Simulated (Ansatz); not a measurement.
# Band-structure calculation, with input and output: Na

Na (Im-3m, 1 atom in the cell), computed with DFT, r2SCAN, PAW with Ansatz's default frozen-core files, scalar-relativistic, no spin polarisation (Ansatz 0.2.0).

The structure derives from an entry of the Crystallography Open Database. It belongs to a series of runs on one base structure; here: functional r2scan, PAW files. Figures and captions count atoms from 1; the log counts them from 0 in places.

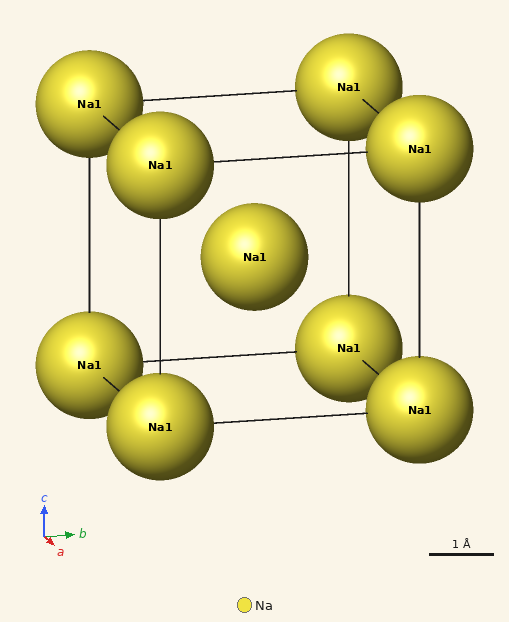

**Figure 1.** The input geometry (spheres-only view of the cell 2 times as large as that of the calculation, set on its symmetry axes, seen slightly off an axis; atoms are numbered from 1 in the order of the input). An atom can appear more than once, as a periodic image.

Key numbers

| quantity | value |
| --- | --- |
| outcome | converged |
| space group (tolerance 0.01 Å) | Im-3m (229) |
| electrons treated | 9 |
| free energy | −1488.6180 eV |
| Fermi energy | 1.667 eV |
| pressure | −0.07 GPa |
| field gradient V_zz (10²¹ V/m²) | zero at all sites |
| electronic character | metal |
| largest force (length of the vector) | under 0.001 eV/Å |
| hardware | 1 thread of Arm Neoverse V1, 24 GiB of memory available, shared host |
| wall time | 5 s |
| peak memory | 0.36 GiB |

Input
```yaml
crystal:
  lattice:
    - [-2.1175, 2.1175, 2.1175]
    - [2.1175, -2.1175, 2.1175]
    - [2.1175, 2.1175, -2.1175]
  atoms:
    - { symbol: Na, position: [0.0, 0.0, 0.0] }
kpoints:
  mp_grid: { grid: [11, 11, 11] }
  band_path:
    path:
      - [0.0, 0.0, 0.0]
      - [0.5, -0.5, 0.5]
      - [0.0, 0.0, 0.5]
      - [0.0, 0.0, 0.0]
      - [0.25, 0.25, 0.25]
      - [0.5, -0.5, 0.5]
      - [0.25, 0.25, 0.25]
      - [0.0, 0.0, 0.5]
    npoints: 5
scf:
  occupations: { method: fermi_dirac, width: 0.03 }
hamiltonian:
  xc: r2scan
  pseudopotentials: { kind: paw }
output:
  forces: true
  stress: true
  eigenvalues: true
  efg: { contact_densities: true }
  write_density: true
  write_potential: true
  elf: true
  volumetric_format: npy
```

Launch command:
```bash
ansatz run input.yaml --threads 1 --pin off --max-ram 2048MiB --backend cpu --events-out ev --progress --plain --runs-dir out
```

Output
```
Engine: ansatz 0.2.0, aarch64-unknown-linux-gnu
Pseudopotentials: kind: paw
Pseudopotential: Na, paw, valence charge 9, recommended cutoff 500 eV (meta_gga), Na.paw.azcp
Functional definition: r2SCAN
  parameter k0 = 0.174
  parameter k1 = 0.065
  parameter a1 = 4.9479
  exchange = r2scan_x(k0 = k0, k1 = k1, a1 = a1)
  correlation = r2scan_c
Crystal: 1 atoms, lattice volume = 37.978 Å³
Basis set: ecut = 500 eV, 959 PW (Γ), exchange–correlation on 108×108×108 points (64 copies of the dense FFT grid, shifted against one another)
Bands: 9, of which v1, the nominal top of the filled ones, is band 5 counted from 1 (4 counted from 0)
Symmetry: 48 space group operations
Space group: Im-3m (ITA 229), of the structure as read, at distance tolerance 3.4e-5 Å
k-points: 56 of 1331
Non-local potential: Na, projectors of the file, l = 0: 3, l = 1: 2, l = 2: 1
PAW form: soft (Blöchl's): semilocal exchange-correlation on the pseudo side does not see the compensation charge
PAW frozen core: Na, regenerated for the run's functional (the file was generated under x = pbe(κ = 0.804, μ = 0.2195149727645171), c = pbe(β = 0.06672455060314922))
PAW one-centre angular grid: Na, 302 points (default); XC on 339 of its mesh's 2595 points in the sphere
Initial density: superposition of atomic densities (neutral atoms: chi_scale 0, normalization atom), corrected by the library's trained network
Initial wavefunctions: pseudopotential atomic-orbital guess
Functional: x = r2scan, c = r2scan; τ floored in thin density (d = 2e-4 eV/Å³)
SCF iter   1: F=—  HF=-1488.623005 eV  |F-HF|=—  |Δ(HF+E_count)|=         —  Δρ=7.18e-3  dr2=8.68e-3  dr2_τ=1.19e-4  ethr=1.77e-3  ⟨swp⟩=5.9  Hψ=3395  notcnv=0
preconditioner: auto → none  [insulator: Δε(μ)=0.145 eV  Ē_g=8.445 eV  σ=0.030 eV  W_gap=0.77  n_scr=12 (ndim 8)  ℏωp=6.0 eV  f_vac=0.000  D(μ)=0.40/eV (n_scr^D=0)  ε∞_Penn≈1.5]
SCF iter   2: F=—  HF=-1488.617589 eV  |F-HF|=—  |Δ(HF+E_count)|=   5.42e-3  Δρ=1.45e-3  dr2=3.99e-4  dr2_τ=2.21e-4  ethr=9.64e-5  ⟨swp⟩=2.0  Hψ=1440  notcnv=0  defer=17
SCF iter   3: F=—  HF=-1488.617919 eV  |F-HF|=—  |Δ(HF+E_count)|=   3.30e-4  Δρ=4.20e-4  dr2=3.05e-5  dr2_τ=8.19e-6  ethr=4.44e-6  ⟨swp⟩=2.0  Hψ=968  notcnv=0  defer=17
SCF iter   4: F=—  HF=-1488.617977 eV  |F-HF|=—  |Δ(HF+E_count)|=   5.85e-5  Δρ=1.37e-5  dr2=5.82e-8  dr2_τ=7.01e-9  ethr=3.39e-7  ⟨swp⟩=2.5  Hψ=743  notcnv=0  defer=17
iter 5 did not close the SCF: its close was put off for the readings that it lacked (scf_convergence_deferred on its scf_iter line)
SCF iter   5: F=-1488.617977 eV  HF=-1488.617977 eV  |F-HF|=1.40e-9  |Δ(HF+E_count)|=   8.05e-9  Δρ=2.00e-6  dr2=4.38e-10  dr2_τ=2.44e-10  ethr=6.46e-10  ⟨swp⟩=2.0  Hψ=743  notcnv=0  defer=17
SCF iter   6: F=-1488.617977 eV  HF=-1488.617977 eV  |F-HF|=1.09e-11  |Δ(HF+E_count)|=   1.72e-9  Δρ=1.44e-7  dr2=4.76e-12  dr2_τ=1.60e-13  ethr=4.87e-12  ⟨swp⟩=5.1  Hψ=2322  notcnv=0
SCF 1 converged in 6 iterations: F = -1488.617977 eV  dr2 = 4.76e-12
  greatest PAW one-centre occupation: 1.000 electrons in one spin orbital (limit 2), on the Na atom at site 0 (counted from 0), in its partial waves of l = 0
NSCF: frozen V_eff on 36 k-points
SCF converged after 6 iterations
Free energy (F): -1488.617977 eV
Harris-Foulkes:  -1488.617977 eV  (|F-HF|=1.09e-11)
Internal energy: -1488.616806 eV  (E = F + TS)
E sigma→0 (E₀):  -1488.617392 eV
Entropy (-TS):   -0.001171 eV (-1.171 meV/atom)
Fermi energy:    1.666501 eV
--- Per-component energies (eV) ---
  E_band       = -253.161854
  E_kinetic    = 120.087342
  E_local      = -1452.629358  (includes V_loc(G=0)·N_el)
  E_nonlocal   = 115.891795
  E_hartree    = 532.669717
  E_xc         = -35.712195
  E_vxc        = -53.749984  (∫ρ·V_xc dr)
  E_paw        = -267.752928  (= ΣΔE_a)
  E_vpaw       = -52.948192  (= ΣTr[D̂ρ^β])
  E_aug_tail   = -0.000001  (compensation charges beyond the density's cutoff)
  E_vtau       = 4.847048  (kinetic-family band-sum trace: ∫τ·v_τ [+ j·A + Jᵃ·Aᵃ] dr)
  E_ewald      = -501.144910
  E_core_change = -0.026267  (= ΣΔE_core)
  E_smearing   = -0.001171  (= −TS)
  E_closure    = -0.000000  (closes the sum)
  Σ components = -1488.617977   (vs F -1488.617977, Δ=0.00e0)
--- Forces (eV/Å), atoms counted from 1 ---
  atom   1  Na     0.00000000     0.00000000    -0.00000000
  max |Σ_I F_I| component: 1.54e-32 eV/Å
--- Stress (GPa, compression-positive) ---
       -0.071478       0.000000      -0.000000
        0.000000      -0.071478       0.000000
        0.000000       0.000000      -0.071478
  P = ⅓ Tr σ = -0.0715 GPa (-0.715 kbar)
--- PAW observables at the nuclei: V_zz in 10²¹ V/m², potentials from the cell's mean, atoms counted from 1 ---
  atom   1  Na V_zz =    -0.000000   η = 0.0000   by run symmetry: forbidden
            electrostatic potential = -972.124611 V   contact ρ = 5894.671065 e/Å³
--- Band table (eV; the first three rows and the last of 56) ---
  k-point 0: bands = ["-53.8773", "-24.2714", "-24.2714", "-24.2714", "-1.7882", "14.1166", "14.1166", "14.1166", "15.2484"]
  k-point 1: bands = ["-53.8771", "-24.2741", "-24.2723", "-24.2714", "-1.6351", "12.3352", "13.2393", "13.6356", "14.2156"]
  k-point 2: bands = ["-53.8768", "-24.2813", "-24.2747", "-24.2714", "-1.1781", "9.8310", "12.1277", "12.8644", "13.1714"]
  k-point 55: bands = ["-53.8742", "-24.2955", "-24.2951", "-24.2951", "5.3306", "6.4582", "6.9430", "6.9430", "7.8096"]
```

File bands.tsv
```
# k_distance	band_0	band_1	band_2	band_3	band_4	band_5	band_6	band_7	band_8
# fermi_ev = 1.666501
# lock_threshold_ev = 1e-6
# [0, 0, 0] at k_distance = 0.000000
# [0.5, -0.5, 0.5] at k_distance = 1.483633
# [0, 0, 0.5] at k_distance = 2.532720
# [0, 0, 0] at k_distance = 3.581807
# [0.25, 0.25, 0.25] at k_distance = 4.866670
# [0.5, -0.5, 0.5] at k_distance = 6.151534
# [0.25, 0.25, 0.25] at k_distance = 7.436398
# [0, 0, 0.5] at k_distance = 8.178214
# levels_relative_to = fermi_ev
# free_energy_ev = -1488.617977
# largest_residual_norms_ev = 7.218e-4 7.924e-4 7.480e-4 8.473e-4 1.455e-3 1.356e-3 1.338e-3 1.184e-3 1.550e-3
0.000000	-55.543794	-25.937912	-25.937912	-25.937912	-3.454732	12.450121	12.450121	12.450121	13.581922
0.296727	-55.543455	-25.942050	-25.940076	-25.940076	-3.084822	10.287868	10.287868	10.546488	12.349909
0.593453	-55.542602	-25.951035	-25.945889	-25.945889	-1.989320	7.998827	8.067937	8.067937	10.393600
0.890180	-55.541620	-25.958488	-25.953360	-25.953360	-0.209163	6.175815	6.475942	6.475942	8.630971
1.186906	-55.540876	-25.961590	-25.959637	-25.959637	2.177635	5.081242	5.526491	5.526491	7.155199
1.483633	-55.540606	-25.962090	-25.962090	-25.962090	4.716278	4.716278	5.211423	5.211423	5.211423
1.693450	-55.540736	-25.962988	-25.960856	-25.959799	3.408544	3.919202	5.368775	5.783678	6.869326
1.903268	-55.541086	-25.965345	-25.957625	-25.953779	2.227255	2.911193	5.840815	6.539191	9.098871
2.113085	-55.541522	-25.968260	-25.953630	-25.946296	1.383717	2.097545	6.625466	7.535094	11.680534
2.322902	-55.541875	-25.970621	-25.950397	-25.940207	0.878768	1.582216	7.702120	8.803741	11.162945
2.532720	-55.542014	-25.971524	-25.949162	-25.937873	0.710700	1.406542	8.670852	9.860879	9.889277
2.742537	-55.542181	-25.968346	-25.948088	-25.937876	-0.566404	3.000148	8.849490	9.995762	10.048672
2.952355	-55.542626	-25.959999	-25.945276	-25.937884	-1.809161	5.192975	9.383693	10.398195	10.527397
3.162172	-55.543175	-25.949613	-25.941799	-25.937895	-2.717347	7.682932	10.265339	11.054594	11.325706
3.371989	-55.543621	-25.941154	-25.938986	-25.937907	-3.269470	10.414934	11.454805	11.892500	12.434442
3.581807	-55.543794	-25.937912	-25.937912	-25.937912	-3.454732	12.450121	12.450121	12.450121	13.581922
3.838779	-55.543538	-25.943112	-25.938480	-25.938480	-3.177070	10.282223	10.282223	11.267552	13.313853
4.095752	-55.542944	-25.954586	-25.940364	-25.940364	-2.352295	7.666055	7.666055	9.273055	14.089784
4.352725	-55.542336	-25.963347	-25.943839	-25.943839	-1.005113	5.535367	5.535367	7.362735	15.402248
4.609698	-55.541986	-25.962881	-25.948746	-25.948746	0.810116	3.918982	3.918982	5.820662	17.164147
4.866670	-55.541914	-25.954201	-25.954201	-25.954201	2.817032	2.817032	2.817032	5.020236	18.510118
5.123643	-55.541892	-25.958864	-25.958864	-25.944780	2.225903	2.225903	3.431990	6.590558	15.912835
5.380616	-55.541685	-25.961692	-25.961692	-25.942340	2.142597	2.142597	3.472804	9.705710	12.447934
5.637589	-55.541251	-25.962570	-25.962570	-25.948538	2.565940	2.565940	3.903619	9.439845	9.439845
5.894561	-55.540791	-25.962333	-25.962333	-25.957783	3.493996	3.493996	4.677175	6.953807	6.953807
6.151534	-55.540606	-25.962090	-25.962090	-25.962090	4.716278	4.716278	5.211423	5.211423	5.211423
6.408507	-55.540791	-25.962333	-25.962333	-25.957783	3.493996	3.493996	4.677175	6.953807	6.953807
6.665480	-55.541251	-25.962570	-25.962570	-25.948538	2.565940	2.565940	3.903619	9.439845	9.439845
6.922452	-55.541685	-25.961692	-25.961692	-25.942340	2.142597	2.142597	3.472804	9.705710	12.447934
7.179425	-55.541892	-25.958864	-25.958864	-25.944780	2.225903	2.225903	3.431990	6.590558	15.912835
7.436398	-55.541914	-25.954201	-25.954201	-25.954201	2.817032	2.817032	2.817032	5.020236	18.510118
7.584761	-55.541923	-25.959447	-25.953720	-25.949049	2.056664	2.572157	3.748656	5.427620	17.457164
7.733125	-55.541947	-25.964262	-25.952460	-25.944483	1.466786	2.126158	4.851288	6.358848	15.278787
7.881488	-55.541978	-25.968138	-25.950903	-25.940915	1.046394	1.739392	6.121079	7.544082	13.142682
8.029851	-55.542000	-25.970652	-25.949643	-25.938648	0.794572	1.491286	7.534425	8.866340	11.202240
8.178214	-55.542014	-25.971524	-25.949162	-25.937873	0.710700	1.406542	8.670852	9.860879	9.889277
```

File rho_z.tsv
```
# z_ang	rho[e/angstrom^3]
# format = ansatz-planar-average/11
# lattice	-2.117500000	2.117500000	2.117500000
# lattice	2.117500000	-2.117500000	2.117500000
# lattice	2.117500000	2.117500000	-2.117500000
# sites	1
# site	11	0.000000000	0.000000000	0.000000000
0.000000	9.110759e-1
0.135838	8.496037e-1
0.271675	6.851123e-1
0.407513	4.713122e-1
0.543351	2.746348e-1
0.679188	1.416851e-1
0.815026	7.629573e-2
0.950864	5.063775e-2
1.086702	3.939646e-2
1.222539	3.383761e-2
1.358377	3.139390e-2
1.494215	3.025883e-2
1.630052	2.985387e-2
1.765890	2.967405e-2
1.901728	2.967405e-2
2.037565	2.985387e-2
2.173403	3.025883e-2
2.309241	3.139390e-2
2.445078	3.383761e-2
2.580916	3.939646e-2
2.716754	5.063775e-2
2.852591	7.629573e-2
2.988429	1.416851e-1
3.124267	2.746348e-1
3.260105	4.713122e-1
3.395942	6.851123e-1
3.531780	8.496037e-1
```

File v_z.tsv
```
# z_ang	v_es[eV]	v_tot[eV]
# format = ansatz-planar-average/11
# xc	r2scan
# density_cutoff_ev	2000
# datasets	Na=:simpson_from_first_knot:soft:shift=0
# lattice	-2.117500000	2.117500000	2.117500000
# lattice	2.117500000	-2.117500000	2.117500000
# lattice	2.117500000	2.117500000	-2.117500000
# sites	1
# site	11	0.000000000	0.000000000	0.000000000
0.000000	-4.267493e0	-1.218123e1
0.135838	-3.973519e0	-1.183490e1
0.271675	-3.149636e0	-1.089508e1
0.407513	-1.962021e0	-9.459076e0
0.543351	-6.550121e-1	-7.750228e0
0.679188	5.198888e-1	-6.143643e0
0.815026	1.410989e0	-4.784337e0
0.950864	2.028216e0	-3.803040e0
1.086702	2.472792e0	-3.250847e0
1.222539	2.818867e0	-2.907555e0
1.358377	3.089068e0	-2.658616e0
1.494215	3.289125e0	-2.469388e0
1.630052	3.421701e0	-2.349270e0
1.765890	3.487788e0	-2.353717e0
1.901728	3.487788e0	-2.353717e0
2.037565	3.421701e0	-2.349270e0
2.173403	3.289125e0	-2.469388e0
2.309241	3.089068e0	-2.658616e0
2.445078	2.818867e0	-2.907555e0
2.580916	2.472792e0	-3.250847e0
2.716754	2.028216e0	-3.803040e0
2.852591	1.410989e0	-4.784337e0
2.988429	5.198888e-1	-6.143643e0
3.124267	-6.550121e-1	-7.750228e0
3.260105	-1.962021e0	-9.459076e0
3.395942	-3.149636e0	-1.089508e1
3.531780	-3.973519e0	-1.183490e1
```

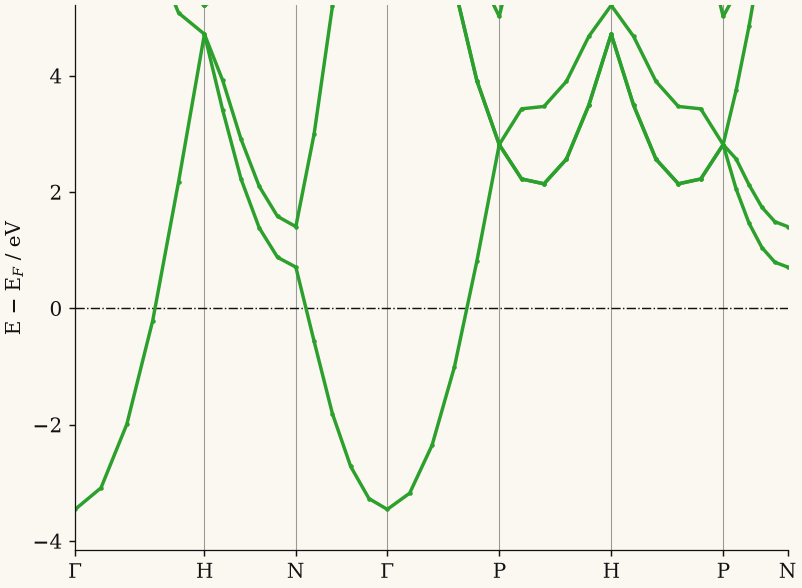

**Figure 2.** Band structure along Γ–H–N–Γ–P–H–P–N, with energies from the Fermi level. Bands cross the Fermi level: a metal at this level of theory.

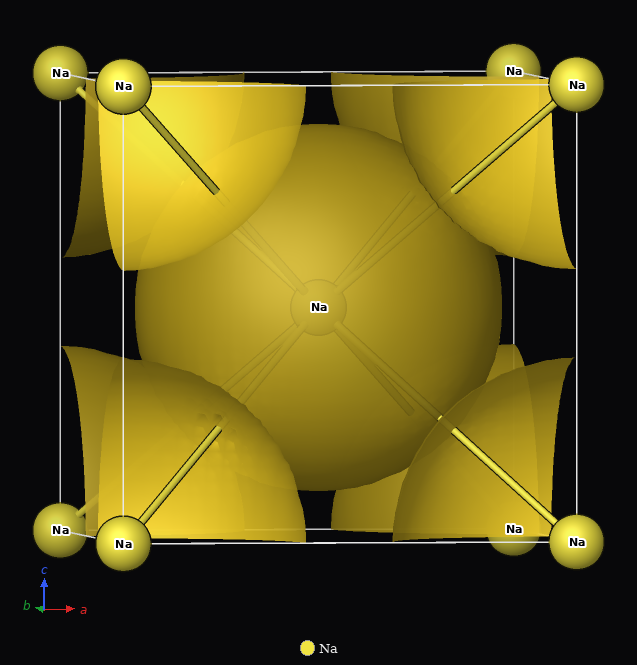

**Figure 3.** Isosurface of the electron localisation function at 0.4 (yellow), seen at an oblique angle. Core shells and regions of very low density are left out. Sticks mark near contacts. The outline is the cell set on symmetry axes. Profiles from the grid: Na–Na (3.67 Å): the ELF is about 0.45 at the midpoint, which marks metallic bonding. In a PAW calculation such maps are meaningful between the atoms, not at the nuclei.

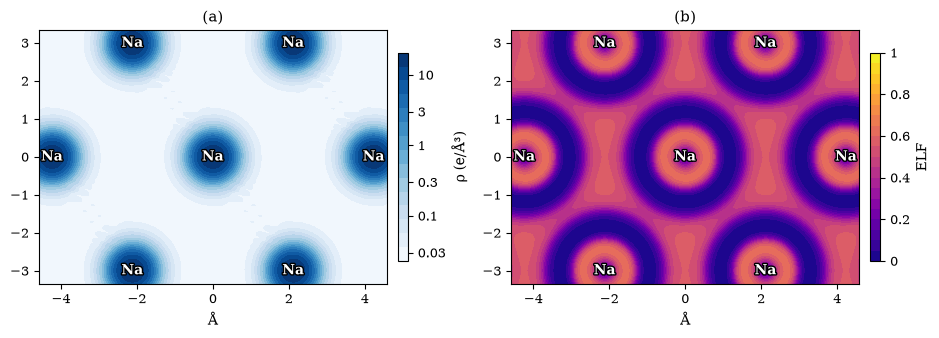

**Figure 4.** (a) valence electron density; (b) electron localisation function on the (101̄) plane of the conventional cell. Atoms in the plane: Na. Na–Na (3.67 Å): ρ at the midpoint is about 0.03 e/Å³; the ELF is about 0.45 at the midpoint, which marks metallic bonding. Away from the nuclei the density in this plane falls to 0.02 e/Å³ at its lowest. The ELF has a maximum of about 0.55 in the space between the atoms. The strong features right at Na lie inside the PAW spheres (semicore, d or f shells) and say nothing about bonding.
